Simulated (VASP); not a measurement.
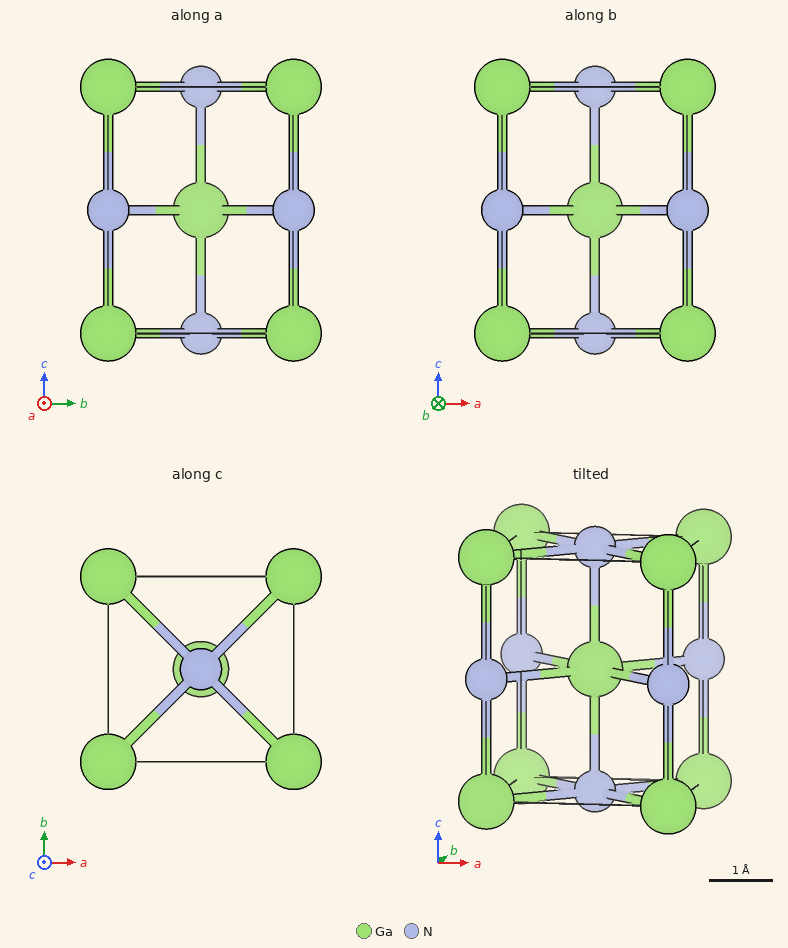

Shown here is a ball-and-stick view of the crystal, taken along the a axis, along the b axis, along the c axis and slightly off an axis. Atoms at the boundary of the conventional unit cell (the box) are drawn once for each face, edge or corner they touch.

Lattice parameters: a = 2.9819 Å, b = 2.9819 Å, c = 3.9653 Å, α = 90.000°, β = 90.000°, γ = 90.000°.

### Express the structure as a CIF with its space group and independent sites.

```cif
data_structure
_symmetry_space_group_name_H-M 'I 4/m m m'
_symmetry_Int_Tables_number 139
_cell_length_a 2.9819
_cell_length_b 2.9819
_cell_length_c 3.9653
_cell_angle_alpha 90.000
_cell_angle_beta 90.000
_cell_angle_gamma 90.000
_cell_volume 35.26
loop_
_atom_site_label
_atom_site_type_symbol
_atom_site_symmetry_multiplicity
_atom_site_Wyckoff_symbol
_atom_site_fract_x
_atom_site_fract_y
_atom_site_fract_z
_atom_site_occupancy
Ga1 Ga 2 a 0.0000 0.0000 0.0000 1
N1 N 2 b 0.0000 0.0000 0.5000 1
```

Its origin is a structure type filled with these elements by a generator (whether the compound takes this form wasn't checked). The cell was then strained or its atoms displaced on purpose. It went into a calculation with VASP.

At this level of theory the cell isn't at rest (compressed, at 21 GPa), so its distances can differ from those at equilibrium, the more so the softer the solid.
